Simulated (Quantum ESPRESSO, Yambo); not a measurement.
# P (puckered monolayer): G0W0 with Yambo, start to end, part 3 of 3

Aim: the G0W0 gap of P (puckered monolayer) on PBE, step by step.

Quantum ESPRESSO 7.5 and Yambo 5.3.0; PBE and many-body steps on it, plane waves. Known limits of the many-body steps: not at the basis limit.

So far. Step 3 (Bands along the symmetry lines): The gap is 0.907 eV, as in the run before at this level. Step 4 (Empty states on the mesh, 4×6×1 mesh, 294 bands): On this mesh the gap is 0.907 eV.

## (6) Screening and self-energy, 4×6×1 mesh, 294 bands, screening to 163.3 eV

G0W0 replaces the xc potential by the self-energy, built once from these orbitals. Only a window of levels is corrected, while the sums run over the empty bands that the input names.

This step: G0W0 on PBE, plane waves, norm-conserving pseudopotentials.

The input, gw3.in:

```
HF_and_locXC
gw0
dyson
ppa
em1d
rim_cut
rim_w
RandQpts= 3000000
RandGvec= 100 RL
CUTGeo= "slab z"
RandGvecW= 9 RL
EXXRLvcs= 36 Ry
VXCRLvcs= 144 Ry
Chimod= "HARTREE"
% BndsRnXp
 1 | 294 |
%
NGsBlkXp= 12 Ry
% LongDrXp
 1 | 1 | 0 |
%
% GbndRnge
 1 | 294 |
%
DysSolver= "n"
ExtendOut
PPAPntXp= 27.21138 eV
% QPkrange
 1 | 1 | 9 | 12 |
%
```

The run is started by

```sh
$ OMP_NUM_THREADS=1 mpirun -n 4 yambo -F gw3.in -J gw3 -C gw3 > gw3.log
```

Output:

```text
 Yambo, version 5.3.0

 [02] CORE Variables Setup
 =========================

  [... cell, symmetries and grids as in the set-up ...]

  [02.05] Energies & Occupations
  ==============================

  [X] === General ===
  [X] Electronic Temperature                        :  0.000000  0.000000 [eV K]
  [X] Bosonic    Temperature                        :  0.000000  0.000000 [eV K]
  [X] Finite Temperature mode                       : no
  [X] El. density                                   :  0.93452E+23 [cm-3]
  [X] Fermi Level                                   : -0.736863 [eV]

  [X] === Gaps and Widths ===
  [X] Conduction Band Min                           :  0.906761 [eV]
  [X] Valence Band Max                              :  0.000000 [eV]
  [X] Filled Bands                                  :  10
  [X] Empty Bands                                   :   11  294
  [X] Direct Gap                                    :  0.906761 [eV]
  [X] Direct Gap localized at k                     :  1
  [X] Indirect Gap                                  :  0.906761 [eV]
  [X] Indirect Gap between kpts                     :  1  1
  [X] Last valence band width                       :  1.927019 [eV]
  [X] 1st conduction band width                     :  1.895552 [eV]

 [03] Transferred momenta grid and indexing
 ==========================================

 IBZ Q-points                                      :  12
 BZ  Q-points                                      :  24

 K/Q-points units:
 rlu = crystal or reduced units; cc = cartesian coordinates; iku = interal k-units

 Q [ 1]         [rlu]:  0.000000  0.000000  0.000000
 Q [ 2]         [rlu]:  0.000000  0.166667  0.000000
 Q [ 3]         [rlu]:  0.000000  0.333333  0.000000
 Q [ 4]         [rlu]:  0.000000 -0.500000  0.000000
 Q [ 5]         [rlu]:  0.250000  0.000000  0.000000
 Q [ 6]         [rlu]:  0.250000  0.166667  0.000000
 Q [ 7]         [rlu]:  0.250000  0.333333  0.000000
 Q [ 8]         [rlu]:  0.250000 -0.500000  0.000000
 Q [ 9]         [rlu]: -0.500000  0.000000  0.000000
 Q [10]         [rlu]: -0.500000  0.166667  0.000000
 Q [11]         [rlu]: -0.500000  0.333333  0.000000
 Q [12]         [rlu]: -0.500000 -0.500000  0.000000

 [04] Coloumb potential Random Integration (RIM)
 ===============================================

 Performing RIM of v_slab

  [04.01] RIM initialization
  ==========================

  * Diagonal components only detected *

  8 x (sBL volume)        :  0.057251 [a.u.]
  sBZ random points       :  3000000
  Points outside the sBZ  :  24001885
  RL volume               :  0.171753 [a.u.]
  Integrated volume       :  0.171739 [a.u.]

  [04.02] RIM integrals
  =====================

  Gamma point sphere radius             :  0.043799 [a.u.]
  Points outside the sphere             :  2398566
  [Int_sBZ(q=0) 1/q^2]*(Vol_sBZ)^(-1/3) =:  7.478335
                                 should be <:  7.795600

  Summary of Coulomb integrals for non-metallic bands |Q|[au] RIM/Bare

  Q [1] 0.100000E-4 0.959302 * Q [2] 0.167704 0.969668
  Q [5] 0.179679 1.015114 * Q [6] 0.245782 1.037537
  Q [3] 0.335408 1.021472 * Q [9] 0.359358 1.032119
  Q [7] 0.380503 1.024585 * Q [10] 0.396563 1.028731
  Q [11] 0.491565 1.019804 * Q [4] 0.503111 1.015563
  Q [8] 0.534234 1.015048 * Q [12] 0.618271 1.012660
  Non-periodic chartesian directions : none
  Optical renormalization            :  26.45617 [au]
  Polarizability dimension           : length

 [05] Coloumb potential CutOffslab
 =================================

 Cut directionsZ
 Slab Cutoff:Z
 Symmetry test passed : yes

 [06] Dipoles
 ============

  [06.01] Setup: observables and procedures
  =========================================

  [WARNING] [x,Vnl] slows the Dipoles computation. To neglect it rename the ns.kb_pp file

 [07] Dynamic Dielectric Matrix (PPA)
 ====================================

 [WR./gw3//ndb.pp]---------------------------------------------------------------
  Brillouin Zone Q/K grids (IBZ/BZ)                :  12  24  12  24
  RL vectors                                       :   6937 [WF]
  Coulomb cutoff potential                         : slab z
  Electronic Temperature                           :  0.000000 [K]
  Bosonic    Temperature                           :  0.000000 [K]
  PPA    diel. fun.  energies                      : Perdew, Burke & Ernzerhof(X)+Perdew, Burke & Ernzerhof(C)
  wavefunctions                                    : Perdew, Burke & Ernzerhof(X)+Perdew, Burke & Ernzerhof(C)
  Global Gauge                                     : length
  X matrix size                                    :  1019
  X band range                                     :    1  294
  X e/h energy range                               : -1.000000 -1.000000 [eV]
  X Time ordering                                  : R
  X Hxc Kernel                                     : HARTREE
  X Drude frequency                                :  0.000000  0.000000
  X poles                                          :  100.0000 [o/o]
  RL vectors in the sum                            :   6937
  [r,Vnl] included                                 : yes
  Field direction                                  :  0.707107E-5  0.707107E-5   0.00000
  BZ energy Double Grid                            : no
  BZ energy DbGd points                            : 0
  BZ Q point size factor                           : -1.000000
  X Optical Averaged directions                    : none

 [08] Local Exchange-Correlation + Non-Local Fock
 ================================================

 [VXC] Plane waves :   42135
 [EXS] Plane waves :   5277

 QP @ state[ 1 ] K range:  1  1
 QP @ state[ 1 ] b range:   9  12

 [xc] Functional : Perdew, Burke & Ernzerhof(X)+Perdew, Burke & Ernzerhof(C)
 [xc] LIBXC used to calculate xc functional
  PP Number of Atomic Species                      :  1
  NLCC RL compoments                               :   42135
  PP Number of Atomic Species                      :  1
  NLCC RL compoments                               :   42135

 [xc] E_xc :  -6.689322 [Ha]
      E_xc :  -13.37864 [Ry]

  Local XC kind (lXC) : Perdew, Burke & Ernzerhof(X)+Perdew, Burke & Ernzerhof(C)
  Non-Local XC kind (nlXC) : Hartree-Fock

  Corrections @ K [1] :  [eV]
 <9|nlXC|9> = -13.05205 -0.14311E-16 <9|lXC|9> = -10.56776 -0.18882E-15
 <10|nlXC|10> = -13.27522 -0.88081E-17 <10|lXC|10> = -11.64948 -0.18882E-15
 <11|nlXC|11> = -6.378323  0.12226E-19 <11|lXC|11> = -9.945842  0.37763E-15
 <12|nlXC|12> = -6.527958  0.16109E-17 <12|lXC|12> = -10.94050 -0.11360E-30

 [09] Dyson equation: Newton solver
 ==================================

  [09.01] RIM-W interpolation
  ===========================

  [WARNING] RIM-W works only for 2D semiconductors with slab cutoff
  Found compatible q grid: 2D
  q_min[ 1 ]:  0.250000  0.000000  0.000000 [rlu]
   0.250000  0.000000  0.000000 [iku]
  q_min[ 2 ]:  0.000000  0.166667  0.000000 [rlu]
   0.000000  0.166667  0.000000 [iku]
  G-vectors :   9
  G-vectors loaded:   83
  Number of interpolated frequencies:  2

  Evaluating coefficients q = 0
  Evaluating coefficients q = 0

  [09.02] RIM-W integrals
  =======================

  8 x (sBL volume)        :  0.057251 [a.u.]
  sBZ random points       :  3000000
  Points outside the sBZ  :  24001885
  RL volume               :  0.171753 [a.u.]
  Integrated volume       :  0.171739 [a.u.]

  [09.03] RIM integrals
  =====================

  Comparison between head Wc = W - v averages: < Wc > [au] RIM-W/RIM

   < -Wc [Q = 1] > 0.424976E-1 0.636059E-4 * < -Wc [Q = 2] > 0.006934 0.006796
   < -Wc [Q = 3] > 0.001383 0.001362 * < -Wc [Q = 4] > 0.484958E-3 0.480754E-3
   < -Wc [Q = 5] > 0.006340 0.006163 * < -Wc [Q = 6] > 0.003087 0.002941
   < -Wc [Q = 7] > 0.988961E-3 0.966527E-3 * < -Wc [Q = 8] > 0.403527E-3 0.399094E-3
   < -Wc [Q = 9] > 0.001190 0.001166 * < -Wc [Q = 10] > 0.908638E-3 0.889790E-3
   < -Wc [Q = 11] > 0.493804E-3 0.484117E-3 * < -Wc [Q = 12] > 0.258861E-3 0.254931E-3

  Comparison between head Wc = W - v averages: < Wc > [au] RIM-W/RIM

   < -Wc [G = 1,G`=0] > 0.424976E-1 0.636059E-4 * < -Wc [G = 2,G`=0] >-0.001640 0.000000
   < -Wc [G = 3,G`=0] >-0.001640 0.000000 * < -Wc [G = 4,G`=0] > 0.118448E-4  0.00000
   < -Wc [G = 5,G`=0] > 0.118448E-4  0.00000 * < -Wc [G = 6,G`=0] > 0.113908E-3  0.00000
   < -Wc [G = 7,G`=0] > 0.113908E-3  0.00000 * < -Wc [G = 8,G`=0] > 0.67607E-11  0.0000
   < -Wc [G = 9,G`=0] > 0.68377E-11  0.0000

 [10] G0W0 (W PPA)
 =================

 [  GW  ] Bands range     :    1  294
 [GW/PPA] G damping       :  0.100000 [eV]

 QP @ state[ 1 ] K range:  1  1
 QP @ state[ 1 ] b range:   9  12

  Sc/G bands                                       :    1  294
  Sc/G damping                                     :  0.100000 ev
  Sc bands terminator                              : no
  Sx RL components                                 :   5277

  QP @ state[ 1 ] K range                          :  1  1
  QP @ state[ 1 ] b range                          :   9  12
  GF energies kind                                 : Perdew, Burke & Ernzerhof(X)+Perdew, Burke & Ernzerhof(C)
  GF WF`s kind                                     : Perdew, Burke & Ernzerhof(X)+Perdew, Burke & Ernzerhof(C)
  Xs energies kind                                 : Perdew, Burke & Ernzerhof(X)+Perdew, Burke & Ernzerhof(C)
  Xs WF`s kind                                     : Perdew, Burke & Ernzerhof(X)+Perdew, Burke & Ernzerhof(C)

 [14] Game Over & Game summary
```

Wall time 15 min (4 MPI ranks of Arm Neoverse V1, shared host); peak memory 2.9 GiB; 59 min of CPU time.

This step gave:

- G0W0 gap on the points computed: 2.031 eV
- starting gap on the mesh: 0.9068 eV
- k of the valence top: 0, 0, 0
- k of the conduction bottom: 0, 0, 0
- least direct G0W0 gap on the computed points: 2.031 eV
- Z at the valence top: 0.7155
- Z at the conduction bottom: 0.7250

The gap on the mesh goes from 0.91 eV to 2.03 eV, a correction of +1.12 eV.

Limits: finite bands, cutoff and mesh. v1 is the top filled band, c1 the lowest empty one. Levels before and after the correction, in eV, zero at the valence-band top of each column:

```
           conduction bottom  valence top
Kohn-Sham               0.91         0.00
     G0W0               2.03         0.00
```

```
           level  energy (eV)
Kohn-Sham   Γ v2       -1.639
Kohn-Sham   Γ v1        0.000
Kohn-Sham   Γ c1        0.907
Kohn-Sham   Γ c2        1.643
     G0W0   Γ v2       -1.764
     G0W0   Γ v1        0.000
     G0W0   Γ c1        2.031
     G0W0   Γ c2        2.900
```

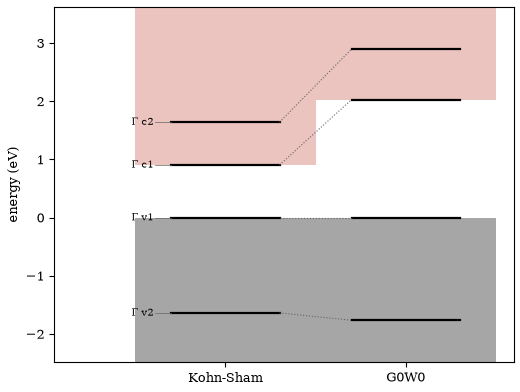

Levels before and after the correction. Shaded: valence and conduction bands.

## (7) Where the time went

Times are wall times on the hardware named with each run, good to a factor of about two.

```
                          step    time  share  memory (GiB)
                  ground state    14 s    1 %          0.32
bands along the symmetry lines     6 s    1 %          0.25
      empty states on the mesh    65 s    7 %          0.76
         conversion and set-up   1.9 s    0 %          0.24
     screening and self-energy  15 min   91 %           2.9
```

## (8) What came out

```json
{
 "PBE gap": "0.91 eV, direct",
 "G0W0 gap on the mesh": "2.03 eV",
 "GW settings": "4×6×1 mesh, 294 bands, screening to 163.3 eV, Godby-Needs plasmon pole",
 "known limits": "not at the basis limit"
}
```

In words: G0W0 moves the gap on the mesh from 0.91 eV to 2.03 eV (+1.12 eV), with Z of 0.72 and 0.72 at the edges. Only 1 of the mesh's irreducible points was corrected, so a valley elsewhere could overtake. The dearest step here is «screening and self-energy». Against experiment, by G0W0@PBE: the direct gap of 2.03 eV lies +0.28 eV from the measured 1.75 ± 0.04 eV (exciton, 263 K, on SiO2/Si, 2015); the gap of 2.03 eV lies +1.03 eV from the measured 1 eV (transport, quoted 2015); the gap of 2.03 eV lies −0.17 eV from the measured 2.2 eV (electronic, quoted 2018); the direct gap of 2.03 eV lies −0.07 eV from the measured 2.102 ± 0.015 eV (exciton, on Si, 2016); the direct gap of 2.03 eV lies +0.04 eV from the measured 1.991 ± 0.036 eV (exciton, on SiO2/Si, 2016). An exciton line or allowed optical edge lies below the quasiparticle gap by the binding energy; a forbidden edge can push the onset above it. The computed sheet is free-standing; a substrate or cover screens it further and lowers both gap and binding, while the exciton line moves little. The calculation has static nuclei and no excitons; a measured gap holds zero-point and thermal motion, which mostly lowers it. Bands and cutoff are finite, so the gap is not at the basis limit. The miss can reach some tenths of an eV and take either sign; the mesh is an error of its own. In the G0W0 run levels were corrected at 1 k point alone, so a gap called «on the mesh» is the least over those, and an edge elsewhere would be missed.

[Paths, hosts, dates, memory and timing lines, banners, echoed tables and standing remarks are left out of the program output.]

[Logs are printed without paths, hosts, clocks, repeated set-up lines and the standing remarks that a program may print on its own settings, such as how far it seeks lower states.]

[Runs of the session that timed out or met a known fault of the program may be left out.]

[Hosts, paths, dates, database ids (printed as entryN), source tags and the programs' standing remarks are cut or masked in the printed files.]
